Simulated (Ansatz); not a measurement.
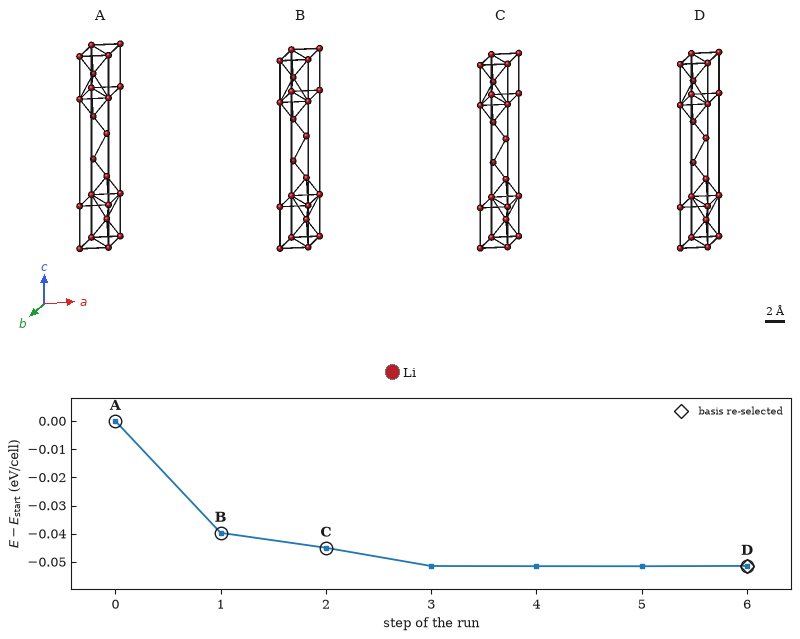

Frames of a relaxation of crystalline Li (set up in R-3m), marked on the history of the run. The picture is a ball-and-stick view of the conventional cell (3 times the calculation's cell), seen from a free direction. Lengths and directions refer to the drawn axes.

Computed with DFT PBE+D3(BJ), scalar-relativistic, plane waves, PAW (Ansatz). Settings: plane-wave cutoff 420 eV; k-point mesh 18 × 18 × 18; occupations gaussian; smearing width 0.1 eV; no spin polarisation; cell and atoms relaxed; force threshold 0.005 eV/Å; at most 80 steps.

> Describe the path.

The largest moves relative to the cell, 0.006 Å, are those of Li atoms. The volume changes by −13.3 %, with a = b 3.101 → 2.951 Å (−4.8 %), c 22.765 → 21.783 Å (−4.3 %). Some distances before and after: Li–Li 3.101 → 2.951 Å, Li–Li 3.091 → 2.961 Å. The space group stays R-3m (No. 166). The energy falls by 51.4 meV per cell of the calculation in 5 accepted moves (6 points after the start). Largest force component: 0.0094 eV/Å at the start, 0.00094 eV/Å at the end. Pressure: −1.76 GPa at the start and 0.00 GPa at the end. At 1 point the geometry stayed and the basis and grid were re-selected for the new cell (energy shift of 0.1 meV per cell of the calculation at most each time). Cost: 2.1 min on 1 thread of Arm Neoverse V2, with other jobs on the host, peak memory 0.69 GiB. From step 0 to 1: volume −7.3 %, energy −39.7 meV per cell of the calculation. From step 1 to 2: Li atoms move most (0.05 Å), volume −8.1 %, energy −5.3 meV per cell of the calculation. From step 2 to 6: Li atoms move most (0.05 Å), volume +1.7 %, energy −6.4 meV per cell of the calculation.

```csv
step,"E − E(0), meV/atom","largest force component, eV/Å","pressure, GPa","volume, Å³/atom",note
0,0.00,0.0094,-1.76,21.065,
1,-13.23,0.0033,-0.94,19.528,
2,-15.00,0.1266,0.29,17.955,
3,-17.16,0.0097,0.02,18.235,
4,-17.18,0.0009,0.01,18.246,
5,-17.19,0.0009,0.00,18.257,
6,-17.15,0.0009,0.00,18.257,"same geometry, new basis"
```
